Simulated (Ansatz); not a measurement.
# Run report: BN, band-structure calculation

BN (Fm-3m, 2 atoms in the cell), computed with DFT, PBE, plane waves, PAW, no spin polarisation (Ansatz 0.2.0).

The structure was built on a prototype by a generator. The geometry comes from this level: r2SCAN (a point of a series of strains). It belongs to a series of runs on one base structure; here: hydrostatic strain -2.2%. Figures and captions count atoms from 1; the log counts them from 0 in places.

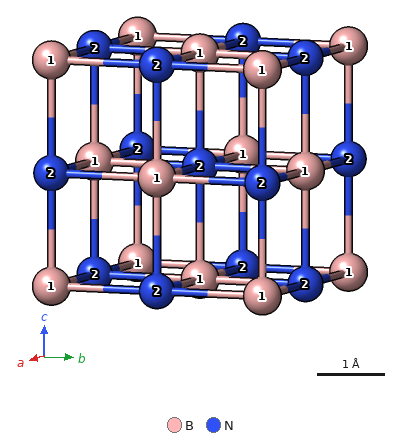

Figure 1. The input geometry (ball-and-stick view of the cell 4 times as large as that of the calculation, set on its symmetry axes, seen slightly off an axis; atoms are numbered from 1 in the order of the input).

### Results in brief

- outcome: converged
- space group (tolerance 0.01 Å): Fm-3m (225)
- electrons treated: 8
- free energy: −538.6913 eV
- Fermi energy: 16.796 eV
- gap on the k-point mesh: 1.72 eV
- pressure: 33.99 GPa
- largest force (length of the vector): under 0.001 eV/Å
- hardware: 4 threads of an Arm (aarch64) CPU, shared host
- peak memory: 0.25 GiB

### Remarks

The cell is under a pressure of 34 GPa at this level, so it is not at its equilibrium volume.

### The input
```yaml
crystal:
  lattice:
    - [0.0, 1.7072431818, 1.7072431818]
    - [1.7072431818, 0.0, 1.7072431818]
    - [1.7072431818, 1.7072431818, 0.0]
  atoms:
    - { symbol: B, position: [0.0, 0.0, 0.0] }
    - { symbol: "N", position: [0.5, 0.5, 0.5] }
kpoints:
  mp_grid: { grid: [12, 12, 12] }
  band_path:
    path:
      - [0.0, 0.0, 0.0]
      - [0.5, 0.0, 0.5]
      - [0.625, 0.25, 0.625]
      - [0.375, 0.375, 0.75]
      - [0.5, 0.5, 0.5]
      - [0.5, 0.25, 0.75]
      - [0.0, 0.1666666667, -0.1666666667]
    npoints: 1
hamiltonian:
  xc: pbe
scf:
  occupations: { method: fermi_dirac, width: 0.02 }
  n_extra_bands: 4
output:
  forces: true
  stress: true
  eigenvalues: true
  write_density: true
  write_potential: true
  elf: true
  volumetric_format: npy
```

Run as:
```bash
ansatz run input.yaml --threads 4 --pin off --max-ram 3686MiB --backend cpu --events-out ev --progress --plain --runs-dir out
```

### What the program printed
```
scf.n_extra_bands = 4 over 4 filled bands (N_el = 8.0): the run solves 8 bands
Engine: ansatz 0.2.0, aarch64-unknown-linux-gnu
Pseudopotentials: kind: paw
Pseudopotential: B, paw, valence charge 3, recommended cutoff 420 eV (normal), B.paw.azcp
Pseudopotential: N, paw, valence charge 5, recommended cutoff 420 eV (normal), N.paw.azcp
Functional definition: PBE
  parameter kappa = 0.804
  parameter beta = 0.06672455060314922
  exchange = pbe_x(kappa = kappa, mu = beta*pi^2/3)
  correlation = pbe_c(beta = beta)
Crystal: 2 atoms, lattice volume = 9.952 Å³
Basis set: ecut = 420 eV, 181 PW (Γ), exchange–correlation on 36×36×36 points (8 copies of the dense FFT grid, shifted against one another)
Bands: 8, of which v1, the nominal top of the filled ones, is band 4 counted from 1 (3 counted from 0)
Symmetry: 48 space group operations
Space group: Fm-3m (ITA 225), of the structure as read, at distance tolerance 2.2e-5 Å
k-points: 72 of 1728
Non-local potential: B, projectors of the file, l = 0: 2, l = 1: 2, l = 2: 1
Non-local potential: N, projectors of the file, l = 0: 2, l = 1: 2, l = 2: 1
PAW form: soft (Blöchl's): semilocal exchange-correlation on the pseudo side does not see the compensation charge
PAW one-centre angular grid: B, 110 points (default); XC on 64 Gauss nodes
PAW one-centre angular grid: N, 110 points (default); XC on 64 Gauss nodes
Initial density: superposition of atomic densities (neutral atoms: chi_scale 0, normalization atom), corrected by the library's trained network
Initial wavefunctions: pseudopotential atomic-orbital guess
Functional: x = pbe(κ = 0.804, μ = 0.2195149727645171), c = pbe(β = 0.06672455060314922)
SCF iter   1: F=—  HF=-538.695607 eV  |F-HF|=—  |Δ(HF+E_count)|=         —  Δρ=1.61e-2  dr2=2.00e-2  ethr=1.77e-3  ⟨swp⟩=4.7  Hψ=3732  notcnv=0
preconditioner: auto → none  [insulator: Δε(μ)=1.863 eV  Ē_g=19.687 eV  σ=0.020 eV  W_gap=1.00  n_scr=0 (ndim 8)  ℏωp=33.3 eV  f_vac=0.000  D(μ)=0.00/eV (n_scr^D=0)  ε∞_Penn≈3.9]
SCF iter   2: F=—  HF=-538.691668 eV  |F-HF|=—  |Δ(HF+E_count)|=   3.94e-3  Δρ=5.91e-3  dr2=2.70e-3  ethr=2.50e-4  ⟨swp⟩=2.0  Hψ=1370  notcnv=0
SCF iter   3: F=—  HF=-538.691317 eV  |F-HF|=—  |Δ(HF+E_count)|=   3.51e-4  Δρ=6.27e-4  dr2=1.43e-5  ethr=3.38e-5  ⟨swp⟩=2.8  Hψ=1049  notcnv=0
SCF iter   4: F=—  HF=-538.691333 eV  |F-HF|=—  |Δ(HF+E_count)|=   1.59e-5  Δρ=5.97e-5  dr2=2.31e-7  ethr=1.79e-7  ⟨swp⟩=2.5  Hψ=845  notcnv=0
iter 5 did not close the SCF: its close was put off for the readings that it lacked (scf_convergence_deferred on its scf_iter line)
SCF iter   5: F=-538.691333 eV  HF=-538.691333 eV  |F-HF|=2.44e-10  |Δ(HF+E_count)|=   3.46e-8  Δρ=4.57e-6  dr2=8.88e-10  ethr=2.89e-9  ⟨swp⟩=1.7  Hψ=682  notcnv=0
SCF iter   6: F=-538.691333 eV  HF=-538.691333 eV  |F-HF|=1.36e-12  |Δ(HF+E_count)|=  6.25e-10  Δρ=2.12e-7  dr2=1.47e-12  ethr=1.11e-11  ⟨swp⟩=4.2  Hψ=2499  notcnv=0
SCF 1 converged in 6 iterations: F = -538.691333 eV  dr2 = 1.47e-12
  greatest PAW one-centre occupation: 0.792 electrons in one spin orbital (limit 2), on the N atom at site 1 (counted from 0), in its partial waves of l = 0
```

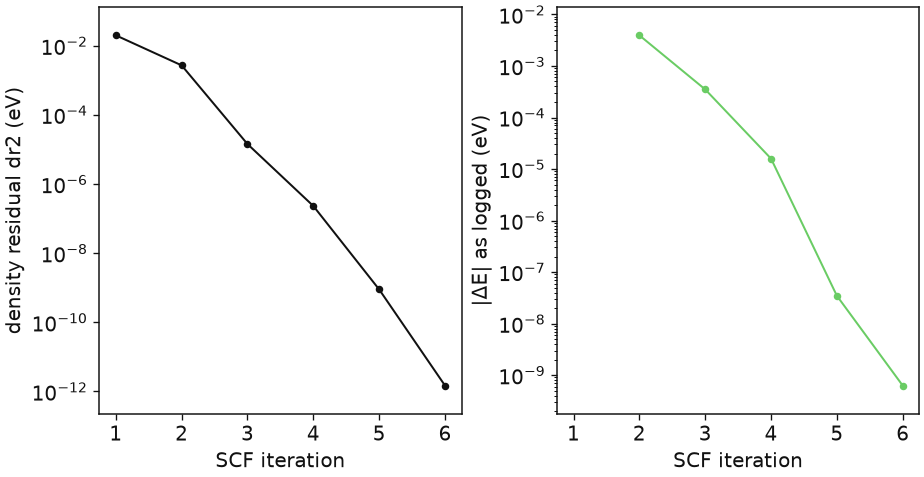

Figure 2. Convergence of the self-consistent field: density residual dr2 and size of the energy change against the SCF iteration. The residual falls at every step.

```
NSCF: frozen V_eff on 7 k-points
SCF converged after 6 iterations
Free energy (F): -538.691333 eV
Harris-Foulkes:  -538.691333 eV  (|F-HF|=1.36e-12)
Internal energy: -538.691333 eV  (E = F + TS)
E sigma→0 (E₀):  -538.691333 eV
Fermi energy:    16.796474 eV
--- Per-component energies (eV) ---
  E_band       = 53.948044
  E_kinetic    = 187.849740
  E_local      = -119.082213  (includes V_loc(G=0)·N_el)
  E_nonlocal   = 56.288017
  E_hartree    = 34.235289
  E_xc         = -94.156181
  E_vxc        = -117.357511  (∫ρ·V_xc dr)
  E_paw        = -206.189965  (= ΣΔE_a)
  E_vpaw       = -22.220662  (= ΣTr[D̂ρ^β])
  E_aug_tail   = 0.000100  (compensation charges beyond the density's cutoff)
  E_ewald      = -397.636121
  E_smearing   = -0.000000  (= −TS)
  E_closure    = 0.000000  (closes the sum)
  Σ components = -538.691333   (vs F -538.691333, Δ=0.00e0)
--- Forces (eV/Å), atoms counted from 1 ---
  atom   1  B     -0.00000000     0.00000000    -0.00000000
  atom   2  N      0.00000000    -0.00000000    -0.00000000
  max |Σ_I F_I| component: 7.43e-30 eV/Å
--- Stress (GPa, compression-positive) ---
       33.988409      -0.000000      -0.000000
        0.000000      33.988409      -0.000000
       -0.000000       0.000000      33.988409
  P = ⅓ Tr σ = 33.9884 GPa (339.884 kbar)
--- Band table (eV; the first three rows and the last of 72) ---
  k-point 0: bands = ["-7.5884", "14.9427", "14.9427", "14.9427", "26.5339", "28.6329", "28.6329", "28.6329"]
  k-point 1: bands = ["-7.3834", "14.0793", "14.9237", "14.9237", "26.6621", "27.9039", "27.9039", "28.5587"]
  k-point 2: bands = ["-6.7732", "11.9075", "14.8917", "14.8917", "26.2427", "26.2427", "26.2485", "28.9718"]
  k-point 71: bands = ["1.2590", "5.7075", "5.7075", "8.6102", "23.6862", "24.2186", "31.0932", "31.0932"]
```

### File bands.tsv
```
# k_distance	band_0	band_1	band_2	band_3	band_4	band_5	band_6	band_7
# fermi_ev = 16.796474
# lock_threshold_ev = 1e-6
# [0, 0, 0] at k_distance = 0.000000
# [0.5, 0, 0.5] at k_distance = 1.840155
# [0.625, 0.25, 0.625] at k_distance = 2.490748
# [0.375, 0.375, 0.75] at k_distance = 3.617609
# [0.5, 0.5, 0.5] at k_distance = 4.744469
# [0.5, 0.25, 0.75] at k_distance = 6.045656
# [0, 0.1666666667, -0.1666666667] at k_distance = 8.736872
# levels_relative_to = fermi_ev
# free_energy_ev = -538.691333
# largest_residual_norms_ev = 9.358e-5 5.072e-4 2.451e-4 2.738e-4 1.291e-3 2.686e-4 6.309e-4 5.129e-4
0.000000	-24.384842	-1.853769	-1.853769	-1.853769	9.737427	11.836457	11.836457	11.836457
1.840155	-15.700437	-13.626808	-6.958249	-6.958249	0.845181	7.828173	14.657712	14.657712
2.490748	-16.013169	-12.311658	-10.357255	-5.629959	2.807678	10.989028	12.381211	15.357732
3.617609	-16.013169	-12.311658	-10.357255	-5.629959	2.807678	10.989028	12.381211	15.357732
4.744469	-18.855111	-14.190123	-1.630122	-1.630122	4.475649	4.475649	6.993642	13.993356
6.045656	-15.537503	-11.088974	-11.088974	-8.186315	6.889753	7.422110	14.296685	14.296685
8.736872	-22.232987	-6.642569	-5.497348	-0.872903	6.001612	7.517506	11.875184	11.950917
```

### File rho_z.tsv
```
# z_ang	rho[e/angstrom^3]
# format = ansatz-planar-average/11
# lattice	0.000000000	1.707243182	1.707243182
# lattice	1.707243182	0.000000000	1.707243182
# lattice	1.707243182	1.707243182	0.000000000
# sites	2
# site	5	0.000000000	0.000000000	0.000000000
# site	7	1.707243182	1.707243182	1.707243182
0.000000	4.762399e-1
0.134134	4.946093e-1
0.268267	5.469893e-1
0.402401	6.276362e-1
0.536535	7.319432e-1
0.670668	8.532547e-1
0.804802	9.740388e-1
0.938936	1.069850e0
1.073070	1.126224e0
1.207203	1.143930e0
1.341337	1.126224e0
1.475471	1.069850e0
1.609604	9.740388e-1
1.743738	8.532547e-1
1.877872	7.319432e-1
2.012005	6.276362e-1
2.146139	5.469893e-1
2.280273	4.946093e-1
```

### File v_z.tsv
```
# z_ang	v_es[eV]	v_tot[eV]
# format = ansatz-planar-average/11
# xc	pbe
# density_cutoff_ev	1680
# datasets	B=:simpson_from_first_knot:soft	N=:simpson_from_first_knot:soft
# lattice	0.000000000	1.707243182	1.707243182
# lattice	1.707243182	0.000000000	1.707243182
# lattice	1.707243182	1.707243182	0.000000000
# sites	2
# site	5	0.000000000	0.000000000	0.000000000
# site	7	1.707243182	1.707243182	1.707243182
0.000000	3.953543e-1	-1.248852e1
0.134134	8.455480e-1	-1.209305e1
0.268267	2.035788e0	-1.107769e1
0.402401	3.329172e0	-1.010122e1
0.536535	4.140718e0	-9.715808e0
0.670668	4.226687e0	-1.005116e1
0.804802	3.557305e0	-1.104747e1
0.938936	2.429697e0	-1.239419e1
1.073070	1.431168e0	-1.351233e1
1.207203	1.052306e0	-1.392669e1
1.341337	1.431168e0	-1.351233e1
1.475471	2.429697e0	-1.239419e1
1.609604	3.557305e0	-1.104747e1
1.743738	4.226687e0	-1.005116e1
1.877872	4.140718e0	-9.715808e0
2.012005	3.329172e0	-1.010122e1
2.146139	2.035788e0	-1.107769e1
2.280273	8.455480e-1	-1.209305e1
```

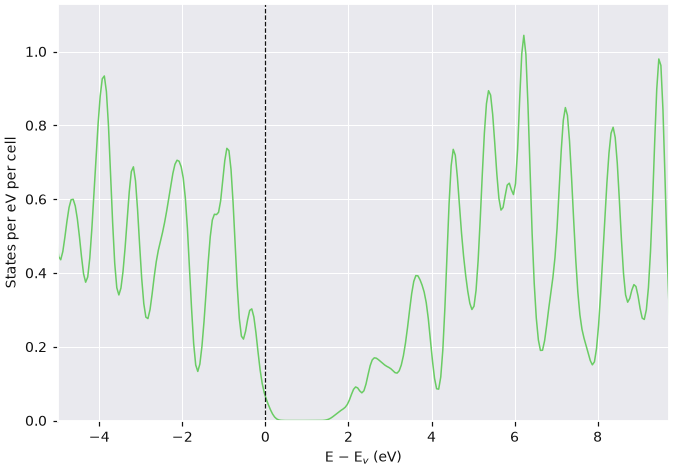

Figure 3. Density of states (the curve is built from the levels of the k mesh with Gaussians 0.3 eV wide, which also blur the band edges), with energies from the valence-band top. There is a gap of 1.72 eV on the k-point mesh. Small ripples come from the finite k-point mesh.

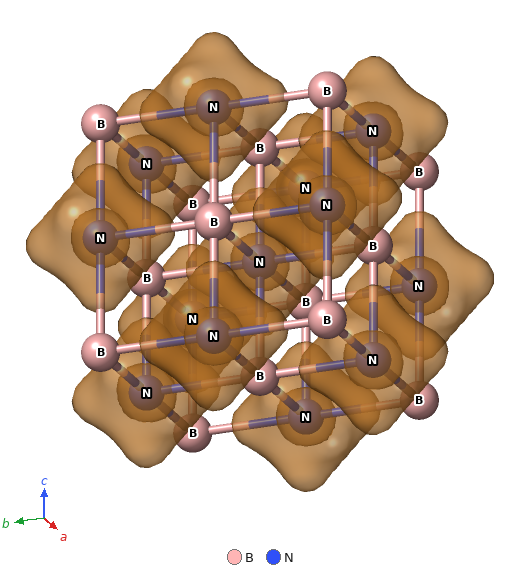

Figure 4. Isosurface of the electron localisation function at 0.65 (orange), seen at an oblique angle. Only the valence region is drawn (cores and ρ < 0.01 e/Å³ removed). Sticks mark near contacts. The outline is the cell set on symmetry axes. Profiles from the grid: B–N (1.71 Å): the ELF peaks at about 0.85 between the atoms (a polar covalent bond). In a PAW calculation such maps are meaningful between the atoms, not at the nuclei.

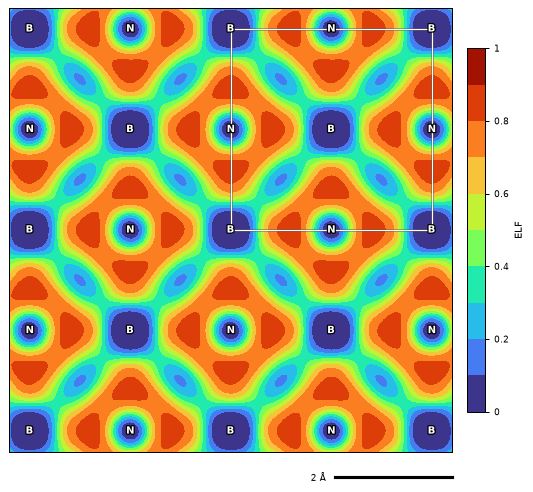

Figure 5. ELF on the (100) plane of the conventional cell. Atoms in the plane: B and N.
